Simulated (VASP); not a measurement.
## Cu: optical-spectrum calculation (part 1 of 3)

Cu (Fm-3m, 1 atom in the cell), computed with Kohn-Sham DFT of a periodic cell, r2SCAN, VASP PAW PBE potentials, recommended, no spin polarisation (VASP 6.6.1).

The structure derives from an entry of the Crystallography Open Database.

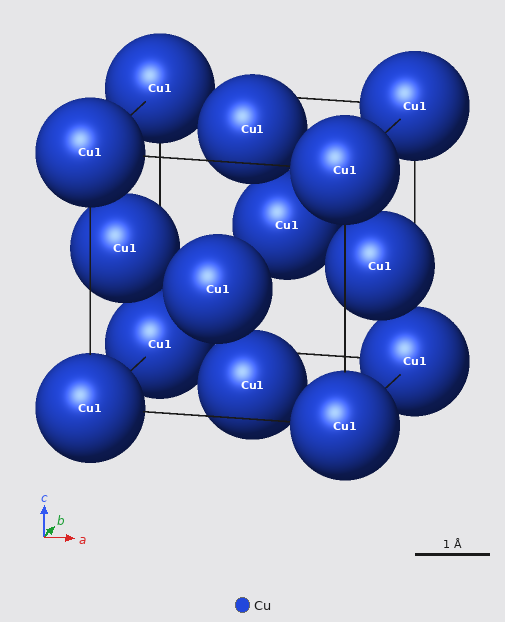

Fig. 1: The input geometry (spheres-only view of the cell 4 times as large as that of the calculation, set on its symmetry axes, seen slightly off an axis; atoms are numbered from 1 in the order of the input).

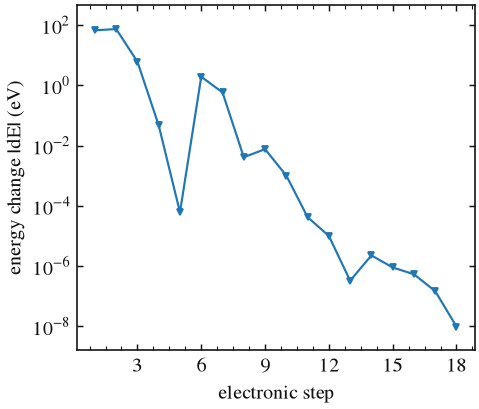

Fig. 2: Convergence of the self-consistent field: energy change |dE| against the electronic step. It takes 18 electronic steps. The density is held fixed in the first few steps, and dE rises again when its update begins.

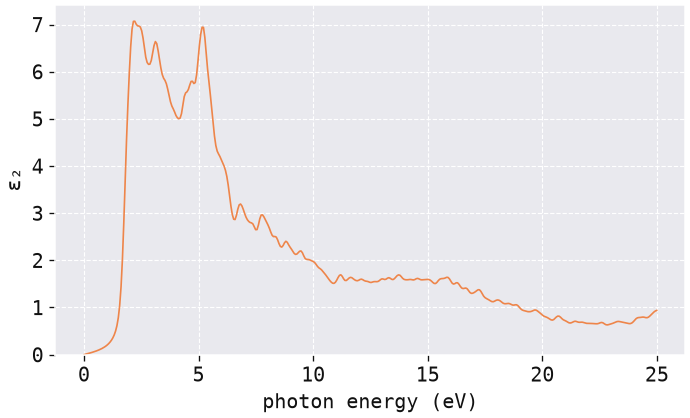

Fig. 3: Imaginary part of the dielectric function (first component that the program prints). The highest peak, 7.1, lies at 2.22 eV.

The input and output of the run follow.

### INCAR
```
SYSTEM = Cu
ALGO = Normal
CSHIFT = 0.1
EDIFF = 1E-7
ENCUT = 520
ISIF = 2
ISMEAR = 0
LASPH = .True.
LCHARG = .False.
LMIXTAU = .True.
LOPTICS = .True.
LREAL = .False.
LWAVE = .False.
METAGGA = R2SCAN
NBANDS = 30
NEDOS = 2000
NELM = 60
PREC = Accurate
SIGMA = 0.1
```

### KPOINTS
```
k-points
0
Gamma
  30 30 30
  0 0 0
```

### POSCAR
```
Cu                                      
1.0
    0.0000000000      1.7907529339      1.7907529339
    1.7907529339     -0.0000000000      1.7907529339
    1.7907529339      1.7907529339     -0.0000000000
  Cu            
     1
Direct
     0.0000000000000000    0.0000000000000000    0.0000000000000000
```

Launched with:
```bash
cat potpaw_PBE.64/Cu/POTCAR > POTCAR
mpirun -np 1 vasp_std > vasp.out
```

### OSZICAR
```
N       E                     dE             d eps       ncg     rms          rms(c)
DAV:   1     0.673546011935E+02    0.67355E+02   -0.36743E+03 60006   0.634E+02
DAV:   2    -0.719969719131E+01   -0.74554E+02   -0.64148E+02 47076   0.169E+02
DAV:   3    -0.133246932724E+02   -0.61250E+01   -0.60211E+01 55284   0.366E+01
DAV:   4    -0.133718003389E+02   -0.47107E-01   -0.47090E-01 54320   0.329E+00
DAV:   5    -0.133718617697E+02   -0.61431E-04   -0.61430E-04 53896   0.116E-01    0.784E+00
DAV:   6    -0.114248972201E+02    0.19470E+01   -0.19509E+01 71560   0.387E+01    0.567E+00
DAV:   7    -0.108385543554E+02    0.58634E+00   -0.41906E+00 60068   0.164E+01    0.527E-01
DAV:   8    -0.108344068005E+02    0.41476E-02   -0.91774E-02 60754   0.256E+00    0.940E-01
DAV:   9    -0.108267428664E+02    0.76639E-02   -0.10465E-01 58470   0.271E+00    0.621E-02
DAV:  10    -0.108277577367E+02   -0.10149E-02   -0.15134E-03 56320   0.191E-01    0.108E-01
DAV:  11    -0.108277152747E+02    0.42462E-04   -0.36817E-04 61756   0.116E-01    0.450E-02
DAV:  12    -0.108277253645E+02   -0.10090E-04   -0.37003E-04 55322   0.139E-01    0.220E-02
DAV:  13    -0.108277256944E+02   -0.32988E-06   -0.55700E-05 55374   0.514E-02    0.105E-03
DAV:  14    -0.108277279763E+02   -0.22818E-05   -0.88919E-07 57008   0.429E-03    0.139E-03
DAV:  15    -0.108277270689E+02    0.90735E-06   -0.66856E-07 52388   0.683E-03    0.698E-04
DAV:  16    -0.108277276080E+02   -0.53912E-06   -0.35287E-08 52448   0.124E-03    0.752E-04
DAV:  17    -0.108277274599E+02    0.14815E-06   -0.46350E-08 35390   0.120E-03    0.167E-04
DAV:  18    -0.108277274698E+02   -0.99296E-08   -0.41744E-09 30486   0.324E-04
   1 F= -.10827727E+02 E0= -.10827138E+02  d E =-.117970E-02
 imaginary and real dielectric function
```

### Parts of OUTCAR
```
SYSTEM = Cu
   EDIFF = 1E-7
   ENCUT = 520
   ISIF = 2
   ISMEAR = 0
   LASPH = .True.
   LREAL = .False.
   METAGGA = R2SCAN
   NELM = 60
   PREC = Accurate

 ion  position               nearest neighbor table
   1  0.000  0.000  0.000-

  LATTYP: Found a face centered cubic cell.
 ALAT       =     3.5815058678

  Lattice vectors:

 A1 = (   0.0000000000,   1.7907529339,   1.7907529339)
 A2 = (   1.7907529339,   0.0000000000,   1.7907529339)
 A3 = (   1.7907529339,   1.7907529339,   0.0000000000)

Analysis of symmetry for initial positions (statically):
=====================================================================
 Subroutine PRICEL returns:
 Original cell was already a primitive cell.

 Routine SETGRP: Setting up the symmetry group for a
 face centered cubic supercell.

 Subroutine GETGRP returns: Found 48 space group operations
 (whereof 48 operations were pure point group operations)
 out of a pool of 48 trial point group operations.

The static configuration has the point symmetry O_h .

Analysis of symmetry for dynamics (positions and initial velocities):
=====================================================================
 Subroutine PRICEL returns:
 Original cell was already a primitive cell.

 Routine SETGRP: Setting up the symmetry group for a
 face centered cubic supercell.

 Subroutine GETGRP returns: Found 48 space group operations
 (whereof 48 operations were pure point group operations)
 out of a pool of 48 trial point group operations.

The dynamic configuration has the point symmetry O_h .

 Subroutine INISYM returns: Found 48 space group operations
 (whereof 48 operations are pure point group operations),
 and found     1 'primitive' translations

----------------------------------------------------------------------------------------

                                     Primitive cell

  volume of cell :      11.4852

  direct lattice vectors                    reciprocal lattice vectors
     0.000000000  1.790752934  1.790752934    -0.279212163  0.279212163  0.279212163
     1.790752934  0.000000000  1.790752934     0.279212163 -0.279212163  0.279212163
     1.790752934  1.790752934  0.000000000     0.279212163  0.279212163 -0.279212163

  length of vectors
     2.532507086  2.532507086  2.532507086     0.483609652  0.483609652  0.483609652

  position of ions in fractional coordinates (direct lattice)
     0.000000000  0.000000000  0.000000000

  ion indices of the primitive-cell ions
   primitive index   ion index
                 1           1

----------------------------------------------------------------------------------------

 KPOINTS: k-points

Automatic generation of k-mesh.
 Grid dimensions read from file:
 generate k-points for:   30   30   30

 Generating k-lattice:

  Cartesian coordinates                     Fractional coordinates (reciprocal lattice)
    -0.009307072  0.009307072  0.009307072     0.033333333  0.000000000  0.000000000
     0.009307072 -0.009307072  0.009307072     0.000000000  0.033333333  0.000000000
     0.009307072  0.009307072 -0.009307072     0.000000000  0.000000000  0.033333333

  Length of vectors
     0.016120322  0.016120322  0.016120322

  Shift w.r.t. Gamma in fractional coordinates (k-lattice)
     0.000000000  0.000000000  0.000000000

 Subroutine IBZKPT returns following result:
 ===========================================

 Found    752 irreducible k-points:

 Following reciprocal coordinates:
            Coordinates               Weight
  0.000000  0.000000  0.000000      1.000000
  0.033333  0.000000  0.000000      8.000000
  0.066667  0.000000  0.000000      8.000000
  0.100000  0.000000  0.000000      8.000000
  0.133333  0.000000  0.000000      8.000000
  0.166667  0.000000  0.000000      8.000000
  0.200000  0.000000  0.000000      8.000000
  0.233333  0.000000  0.000000      8.000000
  0.266667  0.000000  0.000000      8.000000
  0.300000  0.000000  0.000000      8.000000
  0.333333  0.000000  0.000000      8.000000
  0.366667  0.000000  0.000000      8.000000
  0.400000  0.000000  0.000000      8.000000
  0.433333  0.000000  0.000000      8.000000
  0.466667  0.000000  0.000000      8.000000
  0.500000  0.000000  0.000000      4.000000
  0.033333  0.033333  0.000000      6.000000
  0.066667  0.033333  0.000000     24.000000
  0.100000  0.033333  0.000000     24.000000
  0.133333  0.033333  0.000000     24.000000
  0.166667  0.033333  0.000000     24.000000
  0.200000  0.033333  0.000000     24.000000
  0.233333  0.033333  0.000000     24.000000
  0.266667  0.033333  0.000000     24.000000
 [... further k-points ...]
   k-points           NKPTS =    752   k-points in BZ     NKDIM =    752   number of bands    NBANDS=     30
   number of dos      NEDOS =   2000   number of ions     NIONS =      1
   total plane-waves  NPLWV =   8000
   dimension x,y,z NGX =    20 NGY =   20 NGZ =   20
   dimension x,y,z NGXF=    40 NGYF=   40 NGZF=   40
   ions per type =               1
   NGX,Y,Z   is equivalent  to a cutoff of  13.13, 13.13, 13.13 a.u.
   NGXF,Y,Z  is equivalent  to a cutoff of  26.26, 26.26, 26.26 a.u.
 SYSTEM =  Cu
   PREC   = accura    normal or accurate (medium, high low for compatibility)
   ISTART =      0    job   : 0-new  1-cont  2-samecut
   ICHARG =      2    charge: 1-file 2-atom 10-const
   ISPIN  =      1    spin polarized calculation?
   LNONCOLLINEAR =      F non collinear calculations
   LSORBIT =      F    spin-orbit coupling
   LASPH  =      T    aspherical Exc in radial PAW
   ENCUT  =  520.0 eV  38.22 Ry    6.18 a.u.   4.71  4.71  4.71*2*pi/ulx,y,z
   NELM   =     60;   NELMIN=  2; NELMDL= -5     # of ELM steps
   EDIFF  = 0.1E-06   stopping-criterion for ELM
   LREAL  =      F    real-space projection
   EDIFFG = 0.1E-05   stopping-criterion for IOM
   NSW    =      0    number of steps for IOM
   IBRION =     -1    ionic relax: 0-MD 1-quasi-New 2-CG
   NFREE  =      0    steps in history (QN), initial steepest desc. (CG)
   ISIF   =      2    stress and relaxation
   ISYM   =      2    0-nonsym 1-usesym 2-fastsym
   POTIM  = 0.5000    time-step for ionic-motion
   TEBEG  =    0.0;   TEEND  =   0.0 temperature during run
   PSTRESS=    0.0 pullay stress
   NELECT =      11.0000    total number of electrons
   NUPDOWN=      -1.0000    fix difference up-down
   EMIN   =  10.00;   EMAX   =-10.00  energy-range for DOS
   EFERMI =   0.00;   METHOD = LEGACY
   ISMEAR =     0;   SIGMA  =   0.10  broadening in eV -4-tet -1-fermi 0-gaus
   EFERMI_NEDOS =   21; number of points for ismear=-14 and -15
   IALGO  =     38    algorithm
   IMIX   =      4    mixing-type and parameters
     AMIX     =   0.40;   BMIX     =  1.00
     AMIX_MAG =   1.60;   BMIX_MAG =  1.00
  volume/ion in A,a.u.               =      11.49        77.51
  Fermi-wavevector in a.u.,A,eV,Ry     =   1.613715  3.049478 35.430588  2.604075
  Thomas-Fermi vector in A             =   2.708740
   LORBIT       =      0    0 simple, 1 ext, 2 COOP (PROOUT), +10 PAW based schemes
   METAGGA = R2SCAN    functional components
   LHFCALC =     F    Hartree Fock is set to
   AEXX    =    0.0000 exact exchange contribution
   IVDW    =     0    specifies the selected vdW correction
   LEPSILON=     F    determine dielectric tensor
   LRPA    =     F    only Hartree local field effects (RPA)
 non-spin polarized calculation
 Gauss-broadening in eV      SIGMA  =   0.10
  energy-cutoff  :      520.00
  volume of cell :       11.49
 maximum number of plane-waves:       331
   NGX =  9   NGY =  9   NGZ =  9

 number of electron      11.0000011 magnetization

 Free energy of the ion-electron system (eV)
  ---------------------------------------------------
  ext. energy  EPLUGINS =         0.00000000
  ---------------------------------------------------
  free energy    TOTEN  =       -10.82772747 eV

  energy without entropy =      -10.82654777  energy(sigma->0) =      -10.82713762

 E-fermi :   7.7720     XC(G=0): -13.9335     alpha+bet :-13.8042

 val. band max:        7.7616803893   @ k =   0.5000   0.2667   0.1000
 cond. band min:       7.7764378713   @ k =  -0.4000   0.1333   0.0333
 fundamental gap:      0.0147574820
 Fermi energy:         7.7719914553

 k-point     1 :       0.0000    0.0000    0.0000
  band No.  band energies     occupation
      1      -2.1451      2.00000
      2       4.5194      2.00000
      3       4.5194      2.00000
      4       4.5194      2.00000
      5       5.3717      2.00000
      6       5.3717      2.00000
      7      31.3600      0.00000
      8      34.6162      0.00000
      9      34.6162      0.00000
     10      34.6165      0.00000
     11      37.0272      0.00000
     12      37.0272      0.00000
     13      37.0273      0.00000
     14      41.0912      0.00000
     15      46.2661      0.00000
     16      46.2661      0.00000
     17      46.2661      0.00000

 k-point     2 :       0.0333    0.0000    0.0000
  band No.  band energies     occupation
      1      -2.1021      2.00000
      2       4.5099      2.00000
      3       4.5277      2.00000
      4       4.5278      2.00000
      5       5.3682      2.00000
      6       5.3682      2.00000
      7      31.1810      0.00000
      8      33.7934      0.00000
      9      34.4481      0.00000
     10      34.4484      0.00000
     11      37.2553      0.00000
     12      37.2554      0.00000
     13      37.7968      0.00000
     14      41.3192      0.00000
     15      45.6537      0.00000
     16      45.6538      0.00000
     17      46.3465      0.00000

 k-point     3 :       0.0667    0.0000    0.0000
  band No.  band energies     occupation
      1      -1.9735      2.00000
      2       4.4822      2.00000
      3       4.5516      2.00000
      4       4.5517      2.00000
      5       5.3590      2.00000
      6       5.3590      2.00000
      7      30.4090      0.00000
      8      32.7953      0.00000
      9      34.0675      0.00000
     10      34.0677      0.00000
     11      37.8101      0.00000
     12      37.8102      0.00000
     13      38.6677      0.00000
     14      42.2066      0.00000
     15      44.5443      0.00000
     16      44.5443      0.00000
     17      46.5920      0.00000

 k-point     4 :       0.1000    0.0000    0.0000
  band No.  band energies     occupation
      1      -1.7610      2.00000
      2       4.4391      2.00000
      3       4.5873      2.00000
      4       4.5874      2.00000
      5       5.3474      2.00000
      6       5.3474      2.00000
      7      28.9374      0.00000
      8      32.3489      0.00000
      9      33.6289      0.00000
     10      33.6291      0.00000
     11      38.5116      0.00000
     12      38.5117      0.00000
     13      38.9843      0.00000
     14      43.4163      0.00000
     15      43.4163      0.00000
     16      43.7689      0.00000
     17      47.0360      0.00000

 k-point     5 :       0.1333    0.0000    0.0000
  band No.  band energies     occupation
      1      -1.4675      2.00000
      2       4.3856      2.00000
      3       4.6282      2.00000
      4       4.6283      2.00000
      5       5.3398      2.00000
      6       5.3398      2.00000
      7      27.1874      0.00000
      8      32.1312      0.00000
      9      33.2008      0.00000
     10      33.2009      0.00000
     11      39.0267      0.00000
     12      39.2017      0.00000
     13      39.2018      0.00000
     14      42.4501      0.00000
     15      42.4501      0.00000
     16      45.4853      0.00000
     17      47.8408      0.00000

 [... the levels of 18 k-points are left out ...]

 k-point    24 :       0.2667    0.0333    0.0000
  band No.  band energies     occupation
      1       0.2242      2.00000
      2       4.2227      2.00000
      3       4.6726      2.00000
      4       4.6877      2.00000
      5       5.4291      2.00000
      6       5.5415      2.00000
      7      20.7178      0.00000
      8      30.8117      0.00000
      9      30.8820      0.00000
     10      33.5157      0.00000
     11      36.4101      0.00000
     12      38.7250      0.00000
     13      39.6069      0.00000
     14      43.1114      0.00000
     15      45.2284      0.00000
     16      49.2676      0.00000
     17      55.6440      0.00000

 [... further k-points ...]

 [bands above 17 left out]

------------------------ aborting loop because EDIFF is reached ----------------------------------------

  FORCE on cell =-STRESS in cart. coord.  units (eV):
  Direction    XX          YY          ZZ          XY          YZ          ZX
  --------------------------------------------------------------------------------------
  -------------------------------------------------------------------------------------
  Total       -0.0021351     -0.0021351     -0.0021351      0.0000000      0.0000000      0.0000000
  in kB       -0.2978476     -0.2978476     -0.2978476      0.0000000      0.0000000      0.0000000
  external PRESSURE =      -0.2978476 kB  Pullay stress =       0.0000000 kB

 VOLUME and BASIS-vectors are now :
 -----------------------------------------------------------------------------
  energy-cutoff  :      520.00
  volume of cell :       11.49
      direct lattice vectors                 reciprocal lattice vectors
     0.000000000  1.790752934  1.790752934    -0.279212163  0.279212163  0.279212163
     1.790752934  0.000000000  1.790752934     0.279212163 -0.279212163  0.279212163
     1.790752934  1.790752934  0.000000000     0.279212163  0.279212163 -0.279212163
```
